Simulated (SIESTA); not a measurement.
# A series of single points on MnF₂

System: MnF₂ (P4₂/mnm, 6 atoms in the cell).
Method: Kohn-Sham DFT of a periodic cell, LDA, PseudoDojo 0.4 standard, converted to PSML, spin-polarised (SIESTA 5.4.2).

The 7 runs differ only in the geometry, by an even scaling of the cell at fixed fractional positions. The structure derives from an entry of the Crystallography Open Database.

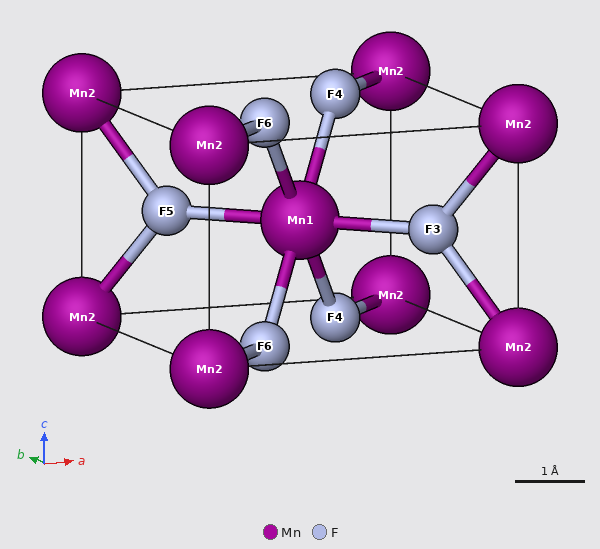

Figure 1. The structure of run 4 (ball-and-stick view of the cell of the calculation, seen slightly off an axis; atoms are numbered from 1 in the order of the input). An atom can appear more than once, as a periodic image.

## Input of run 4
```
SystemName                      MnF2
SystemLabel                     MnF2
NumberOfSpecies                 2
NumberOfAtoms                   6
%block ChemicalSpeciesLabel
  1  25 Mn
  2   9 F
%endblock ChemicalSpeciesLabel

LatticeConstant                 1.0 Ang
%block LatticeVectors
     4.8738000000     0.0000000000     0.0000000000
     0.0000000000     4.8738000000     0.0000000000
     0.0000000000     0.0000000000     3.3107000000
%endblock LatticeVectors
AtomicCoordinatesFormat         Fractional
%block AtomicCoordinatesAndAtomicSpecies
     0.5000000000     0.5000000000     0.5000000000  1  Mn
     0.0000000000     0.0000000000     0.0000000000  1  Mn
     0.8053000000     0.1947000000     0.5000000000  2  F
     0.6947000000     0.6947000000     0.0000000000  2  F
     0.1947000000     0.8053000000     0.5000000000  2  F
     0.3053000000     0.3053000000     0.0000000000  2  F
%endblock AtomicCoordinatesAndAtomicSpecies

%block kgrid.MonkhorstPack
    4   0   0  0.0
    0   4   0  0.0
    0   0   6  0.0
%endblock kgrid.MonkhorstPack
XC.Functional                   LDA
XC.Authors                      PW92
PAO.BasisSize                   DZP
PAO.EnergyShift                 0.003 Ry
Mesh.Cutoff                     800 Ry
Spin                            polarized
%block DM.InitSpin
    1   4.000
    2   4.000
    3   0.000
    4   0.000
    5   0.000
    6   0.000
%endblock DM.InitSpin
OccupationFunction              FD
ElectronicTemperature           0.05 eV
MaxSCFIterations                200
SCF.MustConverge                false
SCF.Mixer.Method                Pulay
SCF.Mixer.Weight                0.1
SCF.Mixer.History               10
SCF.DM.Tolerance                5.0e-05
SCF.H.Tolerance                 1.0e-03 eV
WriteForces                     true
Charge.Mulliken                 end
%block PAO.Basis
  Mn 5
  n=3 0 2
    2.743 0.000
  n=4 0 2
    7.580 0.000
  n=3 1 2
    3.076 0.000
  n=4 1 1
    7.580
  n=3 2 2
    5.088 0.000
%endblock PAO.Basis
```

Command:
```bash
siesta MnF2.fdf > MnF2.out 2>&1
```

Lattice vectors (Å) and fractional positions of run 4:
```
   4.873800    0.000000    0.000000
   0.000000    4.873800    0.000000
   0.000000    0.000000    3.310700
Mn  0.500000  0.500000  0.500000
Mn  0.000000  0.000000  0.000000
F   0.805300  0.194700  0.500000
F   0.694700  0.694700  0.000000
F   0.194700  0.805300  0.500000
F   0.305300  0.305300  0.000000
```

Run 5 differs from it as follows:
```diff
-     4.8738000000     0.0000000000     0.0000000000
-     0.0000000000     4.8738000000     0.0000000000
-     0.0000000000     0.0000000000     3.3107000000
+     4.9060777619     0.0000000000     0.0000000000
+     0.0000000000     4.9060777619     0.0000000000
+     0.0000000000     0.0000000000     3.3326258045
```

## Results, with one run withheld

| run | volume per atom (Å³) | free energy per atom, from the lowest run given (meV) | pressure (GPa) | gap on the mesh (eV) |
| --- | --- | --- | --- | --- |
| 1 | 12.321 | 0.00 | 1.07 | 1.00 |
| 2 | 12.583 | 0.34 | −1.43 | 1.04 |
| 3 | 12.845 | 4.56 | −3.68 | 1.08 |
| 4 | 13.107 | 12.24 | −5.67 | 1.12 |
| 5 | 13.369 | ? | ? | ? |
| 6 | 13.631 | 36.45 | −8.98 | 1.19 |
| 7 | 13.893 | 52.32 | −10.39 | 1.23 |

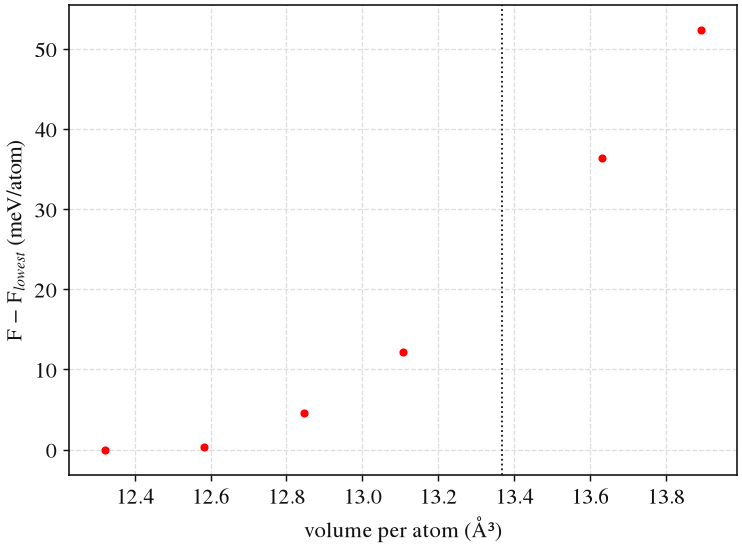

Figure 2. Free energy per atom of the runs given; the dotted line marks run 5.

Fit the runs given and predict run 5.

A cubic polynomial in V^(−2/3) (the Birch–Murnaghan form), fitted to the 6 runs given, misses them by under 0.01 meV per atom. With x = V^(−2/3) − 0.18047 Å⁻², it reads F = 10.083 − 3525.1 x + 2.9416e+05 x² + 5.4912e+05 x³ (meV per atom). At run 5 it gives 22.98 meV per atom, and the run itself gives 23.00. The slope of the fit gives a pressure −dF/dV of −7.43 GPa there, and the run prints −7.43 GPa. The fit has its minimum at 12.430 Å³ per atom, where V d²F/dV² gives 121 GPa. Cell shape and fractional positions are held, so this is the stiffness under even scaling; the relaxed bulk modulus wasn't computed. The gap on the mesh goes, without turning, from 1.00 eV in run 1 to 1.23 eV in run 7; run 5 has 1.16 eV. These are gaps of this functional on this mesh, which can miss the band edges; they aren't the measured gap.

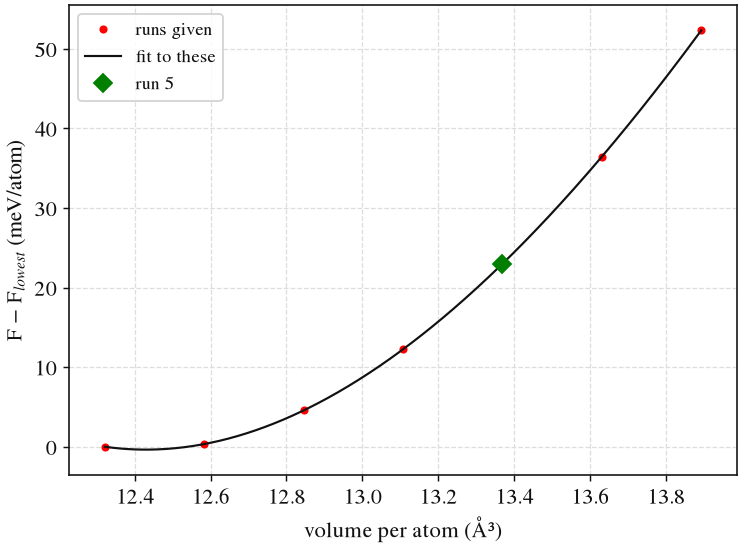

Figure 3. The fit and the withheld run.

## Some lines of the output (run 5)
```
[...]
outcell: Cell volume (Ang**3)        :     80.2150
stepf: Fermi-Dirac step function
siesta: Etot    =     -8594.110259
siesta: FreeEng =     -8594.113062
        iscf     Eharris(eV)        E_KS(eV)     FreeEng(eV)     dDmax    Ef(eV) dHmax(eV)
siesta: E_KS(eV) =            -8598.2137
siesta: E_KS - E_eggbox =     -8598.2137
siesta: Etot    =     -8598.213730
siesta: FreeEng =     -8598.213731
siesta:         Fermi =      -4.237092
siesta: Cell volume =         80.214967 Ang**3
    Orbital volume contribution        =           2.736146 eV
```

Notes: Points of doubt noted for this run: mulliken charges of long orbitals. Semilocal DFT without U tends to delocalise the d electrons of such compounds and to underestimate the gap. With a small basis of atomic orbitals these values can differ much from converged plane-wave results.
